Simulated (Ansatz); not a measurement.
**HfO$_{2}$: 6 runs along one coordinate**

System: HfO$_{2}$ (Fm-3m, 3 atoms in the cell).
Method: Kohn-Sham DFT of a periodic cell, PBE with D3(BJ), spin-orbit coupling, Ansatz PAW, no spin polarisation (Ansatz 0.2.0).

The 6 runs differ only in the geometry, by an even scaling of the cell at fixed fractional positions. The structure derives from an entry of the Crystallography Open Database.

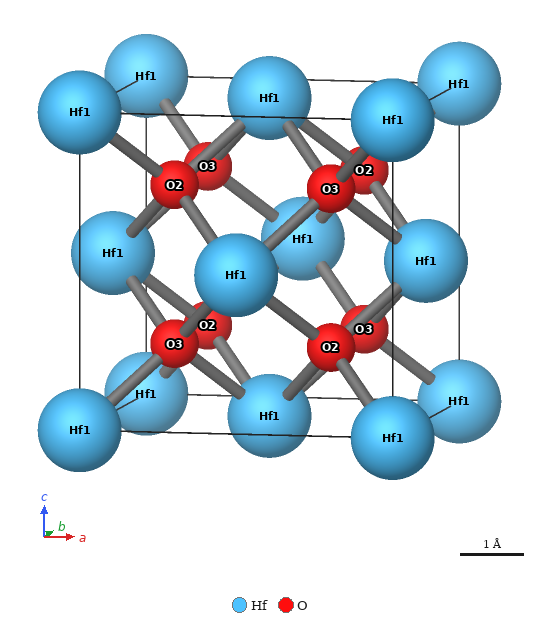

Figure 1. The structure of run 4 (ball-and-stick view of the cell 4 times as large as that of the calculation, set on its symmetry axes, seen slightly off an axis; atoms are numbered from 1 in the order of the input).

### Input of run 4
```yaml
crystal:
  lattice:
    - [0.0, 2.5744375797, 2.5744375797]
    - [2.5744375797, 0.0, 2.5744375797]
    - [2.5744375797, 2.5744375797, 0.0]
  atoms:
    - { symbol: Hf, position: [0.0, 0.0, 0.0] }
    - { symbol: O, position: [0.75, 0.75, 0.75] }
    - { symbol: O, position: [0.25, 0.25, 0.25] }
hamiltonian:
  xc: pbe
  pseudopotentials: { kind: paw_fr }
  dispersion: d3bj
magnetization:
  noncollinear: true
  spin_orbit: true
kpoints:
  mp_grid: { grid: [7, 7, 7] }
scf:
  occupations: { method: fermi_dirac, width: 0.05 }
output:
  forces: true
  stress: true
  eigenvalues: true
```

Command:
```bash
ansatz run input.yaml --threads 2 --pin off --max-ram 5632MiB --backend cpu --events-out ev --progress --plain --runs-dir out
```

Run 5 differs from it as follows:
```diff
-    - [0.0, 2.5744375797, 2.5744375797]
-    - [2.5744375797, 0.0, 2.5744375797]
-    - [2.5744375797, 2.5744375797, 0.0]
+    - [0.0, 2.5911551753, 2.5911551753]
+    - [2.5911551753, 0.0, 2.5911551753]
+    - [2.5911551753, 2.5911551753, 0.0]
```

### Results, with one run withheld

| run | volume per atom (Å³) | free energy per atom, from the lowest run given (meV) | pressure (GPa) | gap on the mesh (eV) |
| --- | --- | --- | --- | --- |
| 1 | 10.483 | 11.13 | 9.89 | 4.06 |
| 2 | 10.929 | 0.00 | −1.40 | 3.96 |
| 3 | 11.152 | 5.25 | −6.20 | 3.90 |
| 4 | 11.375 | 16.95 | −10.51 | 3.85 |
| 5 | 11.598 | ? | ? | ? |
| 6 | 11.821 | 56.92 | −17.89 | 3.74 |

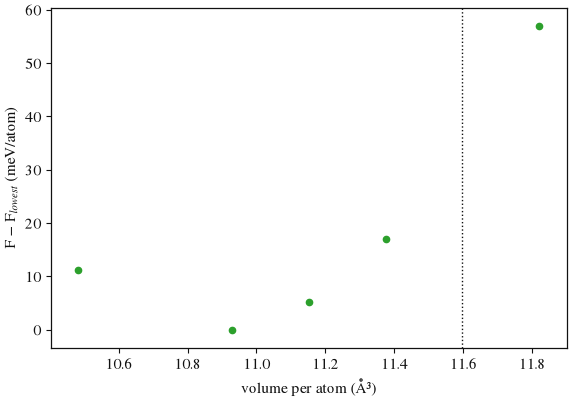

Figure 2. Free energy per atom of the runs given; the dotted line marks run 5.

Estimate the energy of run 5 from the others.

A cubic polynomial in V^(−2/3) (the Birch–Murnaghan form), fitted to the 5 runs given, misses them by at most 0.03 meV per atom. With x = V^(−2/3) − 0.20052 Å⁻², it reads F = 4.7167 − 3043.8 x + 4.6432e+05 x² − 1.6776e+05 x³ (meV per atom). At run 5 it gives 34.32 meV per atom, and the run itself gives 34.41. The slope of the fit gives a pressure −dF/dV of −14.43 GPa there, and the run prints −14.39 GPa. The fit has its minimum at 10.869 Å³ per atom, where V d²F/dV² gives 252 GPa: the bulk modulus at this level, since symmetry fixes the shape and the positions. The gap on the mesh goes, without turning, from 4.06 eV in run 1 to 3.74 eV in run 6; run 5 has 3.79 eV. These are gaps of this functional on this mesh, which can miss the band edges; they aren't the measured gap.

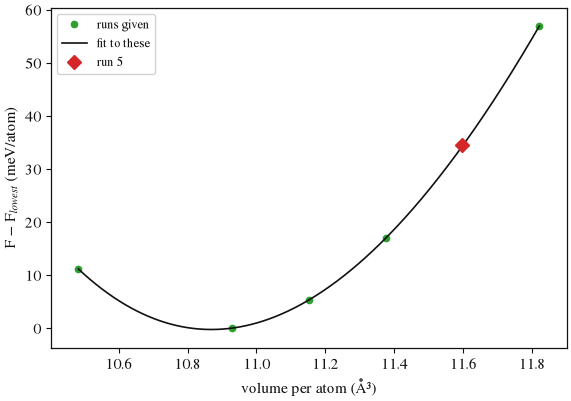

Figure 3. The fit and the withheld run.

### Output, shortened to warnings, some set-up lines, iterations and results (run 5)
```
Basis set: ecut = 420 eV, 645 PW (Γ), exchange–correlation on 50×50×50 points (8 copies of the dense FFT grid, shifted against one another)
Symmetry: 48 space group operations + 48 with time reversal
k-points: 20 of 343
Initial density: superposition of atomic densities (chi_scale 0.1, normalization cell, long waves kept (reshape's long-wave potential 0.00 eV rms))
[...]
SCF iter   1: F=—  HF=-16881.038293 eV  |F-HF|=—  |Δ(HF+E_count)|=         —  Δρ=8.05e-2  dr2=1.67e0  dr2_m=0.00e0 (ungated)  ethr=3.10e-3  |M|=0.00e0 ∫|m|=0.00e0 μB  …
SCF iter   2: F=—  HF=-16880.654546 eV  |F-HF|=—  |Δ(HF+E_count)|=   3.84e-1  Δρ=4.32e-2  dr2=4.27e-1  dr2_m=0.00e0 (ungated)  ethr=3.10e-3  |M|=0.00e0 ∫|m|=0.00e0 μB  …
SCF iter   3: F=—  HF=-16880.613017 eV  |F-HF|=—  |Δ(HF+E_count)|=   4.15e-2  Δρ=2.51e-2  dr2=9.91e-2  dr2_m=0.00e0 (ungated)  ethr=1.12e-3  |M|=0.00e0 ∫|m|=0.00e0 μB  …
SCF iter   4: F=—  HF=-16880.627774 eV  |F-HF|=—  |Δ(HF+E_count)|=   1.48e-2  Δρ=6.42e-3  dr2=6.34e-3  dr2_m=0.00e0 (ungated)  ethr=2.61e-4  |M|=0.00e0 ∫|m|=0.00e0 μB  …
SCF iter   5: F=—  HF=-16880.632022 eV  |F-HF|=—  |Δ(HF+E_count)|=   4.25e-3  Δρ=2.08e-3  dr2=6.20e-4  dr2_m=0.00e0 (ungated)  ethr=1.67e-5  |M|=0.00e0 ∫|m|=0.00e0 μB  …
SCF iter   6: F=—  HF=-16880.632113 eV  |F-HF|=—  |Δ(HF+E_count)|=   9.10e-5  Δρ=1.99e-4  dr2=4.32e-6  dr2_m=0.00e0 (ungated)  ethr=1.63e-6  |M|=0.00e0 ∫|m|=0.00e0 μB  …
SCF iter   7: F=—  HF=-16880.632110 eV  |F-HF|=—  |Δ(HF+E_count)|=   2.36e-6  Δρ=4.43e-5  dr2=2.16e-7  dr2_m=0.00e0 (ungated)  ethr=1.14e-8  |M|=0.00e0 ∫|m|=0.00e0 μB  …
SCF iter   8: F=-16880.632111 eV  HF=-16880.632111 eV  |F-HF|=4.76e-9  |Δ(HF+E_count)|=   2.45e-7  Δρ=4.04e-6  dr2=2.56e-9  dr2_m=0.00e0 (ungated)  ethr=2.63e-10  |M|=0.00e0 …
SCF 1 converged in 8 iterations: F = -16880.632111 eV  dr2 = 2.56e-9
SCF converged after 8 iterations
Magnetization: |M| = 0.0000 μB,  M = (+0.0000, +0.0000, +0.0000) μB
Absolute magnetization: 0.0000 μB (∫|m|)
  site 0: m = (+0.0000, +0.0000, +0.0000) μB, |m| = 0.0000 μB  (R = 0.93 Å)
  site 1: m = (+0.0000, +0.0000, +0.0000) μB, |m| = 0.0000 μB  (R = 0.93 Å)
  site 2: m = (+0.0000, +0.0000, +0.0000) μB, |m| = 0.0000 μB  (R = 0.93 Å)
Free energy (F): -16880.632111 eV
Harris-Foulkes:  -16880.632111 eV  (|F-HF|=4.76e-9)
Internal energy: -16880.632111 eV  (E = F + TS)
E sigma→0 (E₀):  -16880.632111 eV
Fermi energy:    16.581416 eV
--- Per-component energies (eV) ---
  E_band       = 0.385287
  E_kinetic    = 766.563572
  E_local      = -5922.843225  (includes V_loc(G=0)·N_el)
  E_nonlocal   = -1149.548853
  E_hartree    = 2700.445112
  E_xc         = -446.037696
  E_vxc        = -452.880713  (∫ρ·V_xc dr)
  E_paw        = -7259.720491  (= ΣΔE_a)
  E_vpaw       = 1358.200921  (= ΣTr[D̂ρ^β])
  E_aug_tail   = 0.004952  (compensation charges beyond the density's cutoff)
  E_ewald      = -5568.824745
  E_disp       = -0.670736  (pairwise vdW)
  E_smearing   = -0.000000  (= −TS)
  E_closure    = -0.000000  (closes the sum)
  Σ components = -16880.632111   (vs F -16880.632111, Δ=0.00e0)
--- Forces (eV/Å), atoms counted from 1 ---
  atom   1  Hf    -0.00000000     0.00000000    -0.00000000
  atom   2  O      0.00000000    -0.00000000     0.00000000
  atom   3  O     -0.00000000     0.00000000     0.00000000
  max |Σ_I F_I| component: 8.41e-29 eV/Å
--- Stress (GPa, compression-positive) ---
      -14.394617       0.000000       0.000000
       -0.000000     -14.394617      -0.000000
        0.000000      -0.000000     -14.394617
  P = ⅓ Tr σ = -14.3946 GPa (-143.946 kbar)
```
